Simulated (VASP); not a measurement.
System: Ru (slab).

```xyz
4
Lattice="2.6942 0.0000 0.0000 0.0000 3.8102 0.0000 0.0000 0.0000 18.0413" Properties=species:S:1:pos:R:3 pbc="T T T"
Ru    1.3471    1.9051    7.0000
Ru    0.0000    0.0000    8.3472
Ru    1.3471    1.9051    9.6548
Ru    0.0000    0.0000   10.8623
```

Not relaxed (largest force 1.3 eV/Å).

Computed with VASP 6.6.1, Kohn-Sham DFT of a periodic cell, PBE, VASP PAW PBE potentials, recommended.

What can the converged valence pseudo-density and electron localisation function tell about the bonding?

Ru–Ru (2.65 Å): the density is about 0.44 e/Å³ at the midpoint; the ELF is about 0.35 at the midpoint.
Ru–Ru (2.65 Å): ρ at the midpoint is about 0.44 e/Å³; the ELF is about 0.35 at the midpoint.

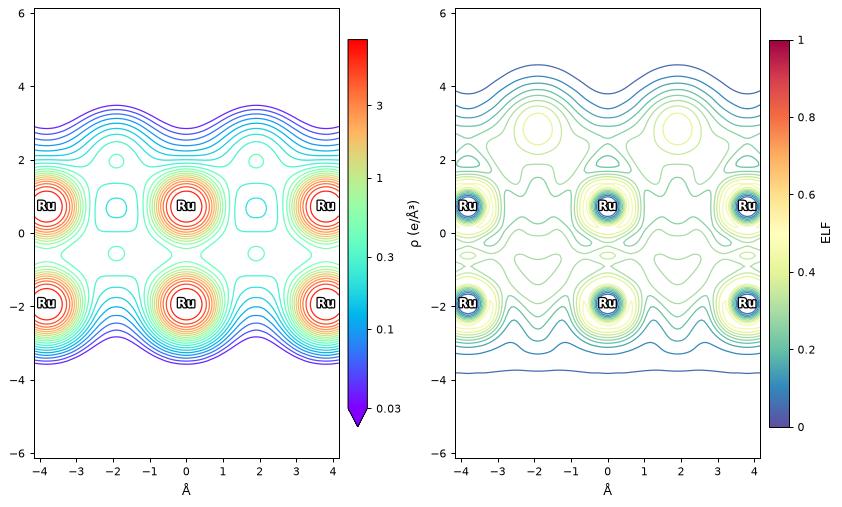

Computed valence pseudo-density and electron localisation function on the (100) plane of the calculation cell, a cut from vacuum to vacuum, in this order. 

The density is the valence pseudo-density of a PAW calculation; it isn't the true density close to the nuclei.
